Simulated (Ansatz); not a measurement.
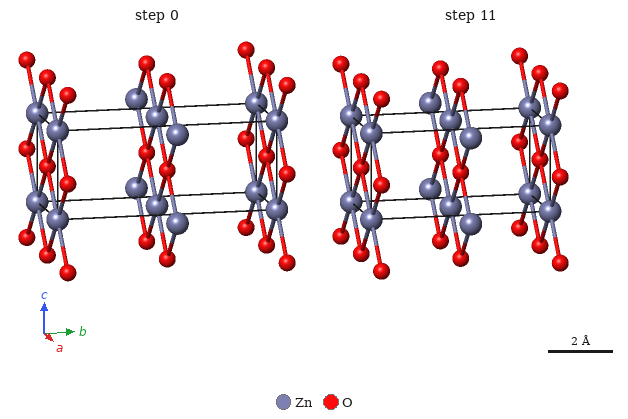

The structure of a crystal of ZnO (a generated structure, set up in Cmmm) before (left) and after (right) a relaxation, at one scale.

Style: ball-and-stick. Shown: the conventional cell (2 times the calculation's cell), slightly off an axis. Lengths and directions refer to the drawn axes.

The run lets cell and atoms move.

These are results of Ansatz, Kohn-Sham DFT of a periodic cell, LDA, Ansatz PAW, not measurements.

The input:
```yaml
crystal:
  lattice:
    - [1.43323, -3.52708, 0.0]
    - [1.43323, 3.52708, 0.0]
    - [0.0, 0.0, 2.83849]
  atoms:
    - { symbol: Zn, position: [0.0, 0.0, 0.0] }
    - { symbol: O, position: [0.5, 0.5, 0.5] }
hamiltonian:
  xc: lda
  pseudopotentials: { kind: paw }
kpoints:
  mp_grid: { grid: [10, 10, 9] }
scf:
  occupations: { method: fermi_dirac, width: 0.05 }
output:
  forces: true
  stress: true
  eigenvalues: true
relax:
  f_tol: 0.01
  max_steps: 40
  cell: { stress_tol: 0.05 }
```

Command:
```bash
ansatz run input.yaml --threads 2 --pin off --max-ram 5632MiB --backend cpu --events-out ev --progress --plain --runs-dir out
```

Q: What changed between the two?

A: The atoms keep their places relative to the cell (all moves are under 0.005 Å). The volume changes by −21.8 %, with a 2.866 → 2.837 Å (−1.0 %), b 7.054 → 5.747 Å (−18.5 %), c 2.838 → 2.752 Å (−3.0 %). Among the contacts that change: O–Zn 2.017 → 1.976 Å. The space group stays Cmmm (No. 65). After 8 accepted moves (11 points after the start) the energy has fallen by 0.111 eV per cell of the calculation. All forces vanish by symmetry, so only the cell relaxes. Pressure: −8.99 GPa at the start and −0.03 GPa at the end. At 3 points the geometry stayed and the basis and grid were re-selected for the new cell (energy shift of 9.6 meV per cell of the calculation at most each time).
